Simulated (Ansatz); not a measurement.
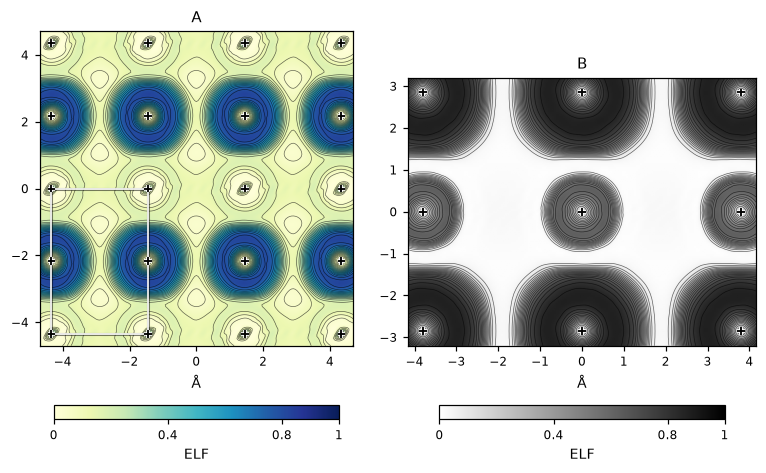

The electron localisation function of 2 systems, each on a plane through atoms (crosses mark nuclei in the plane).

All numbers below come from Ansatz 0.2.0, DFT, r2SCAN, plane waves, PAW.

System 1: NaCl, the (100) plane of the conventional cell. Space group I4/mmm; started from the rocksalt prototype, which need not be the ambient phase; changed on purpose from its base cell (epitaxial xy strain -4.0%); computed pressure about 2 GPa in this cell.

```
Na Cl
1.0
     2.69059   -2.69059    0.00000
     2.69059    2.69059    0.00000
     0.00000    0.00000    5.70355
Na Cl
2 2
Direct
  0.00000 0.00000 0.00000
  0.50000 0.50000 0.50000
  0.50000 0.50000 0.00000
  0.00000 0.00000 0.50000
```

System 2: GaN, the (100) plane of the conventional cell. Space group I4/mmm; started from the rocksalt prototype, which need not be the ambient phase; changed on purpose from its base cell (epitaxial xy strain -3.0%); computed pressure about 9 GPa in this cell.

```
Ga N
1.0
     2.04526   -2.04526    0.00000
     2.04526    2.04526    0.00000
     0.00000    0.00000    4.35399
Ga N
2 2
Direct
  0.00000 0.00000 0.00000
  0.50000 0.50000 0.50000
  0.50000 0.50000 0.00000
  0.00000 0.00000 0.50000
```

**Which map belongs to which system?**

Panel A is system 2, GaN: the plane holds Ga and N. Ga–N (2.18 Å): the ELF peaks at about 0.85 in the valence shell of N, 0.7 Å from its nucleus, and is about 0.35 at the midpoint. Panel B is system 1, NaCl: the plane holds Na and Cl. Na–Cl (2.85 Å): the ELF peaks at about 0.85 in the valence shell of Cl, 0.8 Å from its nucleus, and falls to about 0 next to Na (a largely ionic contact).
